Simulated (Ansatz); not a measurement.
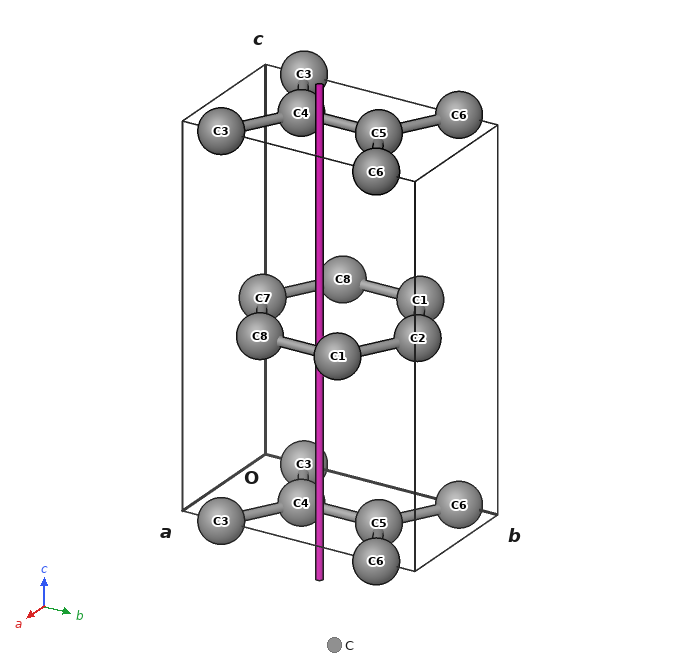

For C, coordinates from a relaxation (final pressure about 4.6 GPa) with DFT, PBE, PAW with Ansatz's default frozen-core files, scalar-relativistic (Ansatz): the coloured rod is the axis of a symmetry operation of the crystal. Geometry calculated from the standardised cell; symmetry tolerance 0.002 Å.

a = 2.456 Å, b = 4.254 Å, c = 6.696 Å, α = 90.00°, β = 90.00°, γ = 90.00°.

```tsv
atom	x	y	z
C1	0.0000	0.6667	0.5000
C2	0.5000	0.8333	0.5000
C3	0.0000	0.1667	0.0000
C4	0.5000	0.3333	0.0000
C5	0.5000	0.6667	0.0000
C6	0.0000	0.8333	0.0000
C7	0.5000	0.1667	0.5000
C8	0.0000	0.3333	0.5000
```

Take the operation x, y, z → −x+3/2, −y+1, z+1/2.

> What kind of operation is it, and where does it lie?

It is a 2₁ screw rotation with translation (0, 0, 1/2), about the line along [0 0 1] through (3/4, 1/2, 1/2).

> Onto which atom does it carry each atom (up to whole multiples of a, b and c)?

C1 → C4, C2 → C3, C3 → C2, C4 → C1, C5 → C8, C6 → C7, C7 → C6, C8 → C5.
